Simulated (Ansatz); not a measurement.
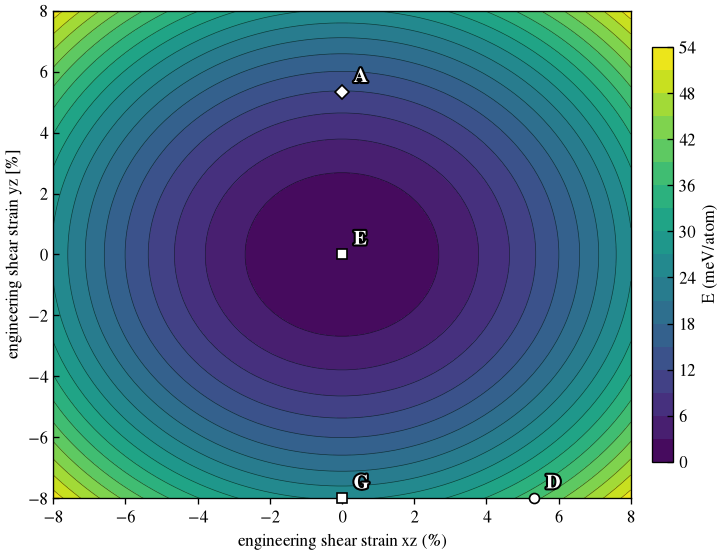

Ge (Ia-3, No. 206; 8 atoms in the cell). 
- The energy is mapped over two homogeneous strains (x, y and z along the cube axes).
- First axis: engineering shear strain xz. Second axis: engineering shear strain yz.
- Nothing is relaxed (fractional coordinates fixed).
- Grid: 7 × 7 points; 13 points were computed and 36 follow by symmetry.
- Points are written as (first, second).
- Energies are in meV/atom, from the lowest grid point.
- Method: DFT PBE, scalar-relativistic, plane waves, PAW in Ansatz 0.2.0. Settings: cutoff 420 eV, k-mesh 8×8×8, gaussian smearing 0.15 eV, no spin polarisation.

The picture shows filled contours, lettered points. Between grid points the surface is interpolated.

### What kind of point is each of A, E: minimum, saddle, maximum or slope?

A: on a slope; E: minimum. (In these two coordinates alone; a stationary point may lie a little off the grid point.)

### Which space group has the cell at each letter?

A: C2/c; D: P-1; E: Ia-3; G: C2/c.

PAW datasets: the set soft_1.
